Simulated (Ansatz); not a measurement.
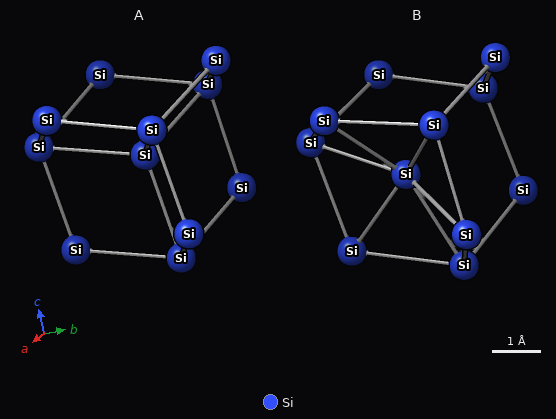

Two geometries of a defect cell of composition Si$_{129}$, drawn at one scale. One is the start of a relaxation, the other its converged end. The picture is a ball-and-stick view of the atoms within 4.2 Å of the atom that moves most (axes of the cell of the calculation (origin shifted)), seen slightly off an axis.

Theory: DFT, PBEsol, PAW, plane waves in Ansatz. Settings: plane-wave cutoff 420 eV; k-point mesh 1 × 1 × 1; mesh shifted by (0.25, 0.25, 0.25); no spin polarisation; atoms relaxed in a fixed cell; force threshold 0.03 eV/Å; at most 80 steps.

Q: Which geometry has the lower energy?

A: Structure B is the relaxed one. The atoms of the start lie slightly off their symmetric places, so part of the fall in energy undoes that. After 6 geometry steps the energy has fallen by 1.701 eV per cell of the calculation. Largest force component: 1.2 eV/Å at the start, 0.025 eV/Å at the end. A Si atom moves most: 0.64 Å along [3 −1 −1]. The cell doesn't change. Among the contacts that change: Si–Si 2.366 → 2.879 Å, Si–Si 2.717 → 3.206 Å, Si–Si 2.679 → 3.164 Å, Si–Si 2.776 → 3.165 Å. Among the angles between lasting bonds that change: Si–Si–Si 109.7° → 120.9°, Si–Si–Si 108.8° → 119.2°.
